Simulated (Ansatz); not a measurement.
System: HfSi₃₁ (cell with a defect).

```
Hf Si
1.0
    -5.47009    5.47009   -5.47009
    -5.47009   -5.47009    5.47009
     5.47009    5.47009    5.47009
Hf Si
1 31
Direct
  0.00000 0.00000 0.25000
  0.74742 0.25389 0.25000
  0.74742 0.00000 0.50389
  0.50000 0.50000 0.25000
  0.50647 0.25258 0.50258
  0.50000 0.00000 0.75000
  0.25389 0.74742 0.25000
  0.25258 0.50647 0.50258
  0.25258 0.25258 0.75647
  0.25389 0.00000 0.99742
  0.00000 0.74742 0.50389
  0.00000 0.50000 0.75000
  0.00000 0.25389 0.99742
  0.74611 0.74611 0.74353
  0.74611 0.49353 0.99611
  0.49353 0.74611 0.99611
  0.74809 0.74809 0.49691
  0.49882 0.00000 0.50191
  0.50118 0.75309 0.75118
  0.27359 0.27359 0.52359
  0.25191 0.00000 0.74882
  0.24691 0.74809 0.99809
  0.00000 0.49882 0.50191
  0.00000 0.25191 0.74882
  0.00000 0.00000 0.97641
  0.00000 0.72641 0.25000
  0.75309 0.50118 0.75118
  0.74809 0.24691 0.99809
  0.72641 0.00000 0.25000
  0.50118 0.50118 0.00309
  0.49882 0.25191 0.25000
  0.25191 0.49882 0.25000
```

Computed with Ansatz 0.2.0, DFT PBE, scalar-relativistic, plane waves, PAW.

> Predict the valence pseudo-density and electron localisation function between the atoms.

Si–Si (2.35 Å): ρ at the midpoint is about 0.57 e/Å³; the ELF peaks at about 0.95 between the atoms, as expected for a covalent bond.
Hf–Si (2.59 Å): ρ is about 0.51 e/Å³ halfway; the ELF peaks at about 0.95 in the valence shell of Si, 1.0 Å from its nucleus, and is about 0.70 at the midpoint.

> Does the calculation make it a metal, or give it a gap?

It is gapped, with a Kohn–Sham gap of 0.94 eV on the k-point mesh, an upper bound to the gap of this method.

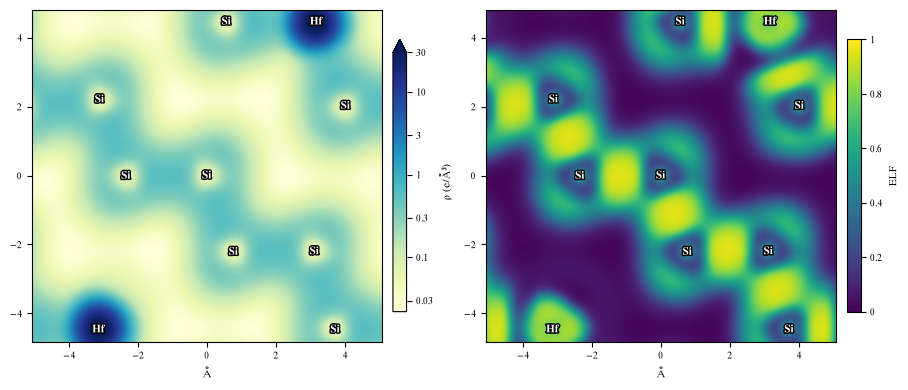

Computed valence pseudo-density and electron localisation function on the (100) plane of the calculation cell, in this order. 
